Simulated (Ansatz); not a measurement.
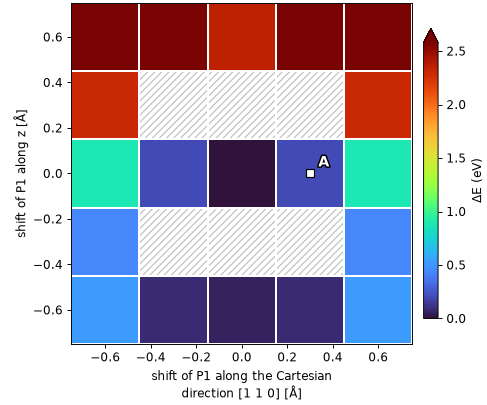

P (Imma, No. 74; 2 atoms in the cell). Atom P1 is moved over a plane while all other atoms and the cell stay fixed (its periodic images move with it) (x along [1 0 0], y along [0 1 0], z along [0 0 1] of the conventional cell). Coordinates scanned: (1) shift of P1 along the Cartesian direction [1 1 0]; (2) shift of P1 along z. The scan uses a 5 × 5 grid; 11 points were computed and 8 follow by symmetry. At 6 points there is no value. Points are written as (first, second). Energies: eV per cell, counted from the lowest grid point. The reference cell is the one listed in the database, not relaxed at this level. Computed with DFT PBEsol, scalar-relativistic, plane waves, PAW (Ansatz 0.2.0). Settings: cutoff 420 eV, k-mesh 18×18×18, gaussian smearing 0.15 eV, no spin polarisation.

Drawn: one coloured cell a grid point, one colour for all values above the top of the scale, hatched blanks where no value was computed, the point A.

### Which way does the force act at A, and how strong is it?

A, at (0.3 Å, 0.0 Å), is not a stationary point. The computed force is 1.9 eV/Å in the plane, pointing down and left in the picture (components −1.4 and −1.3 eV/Å).
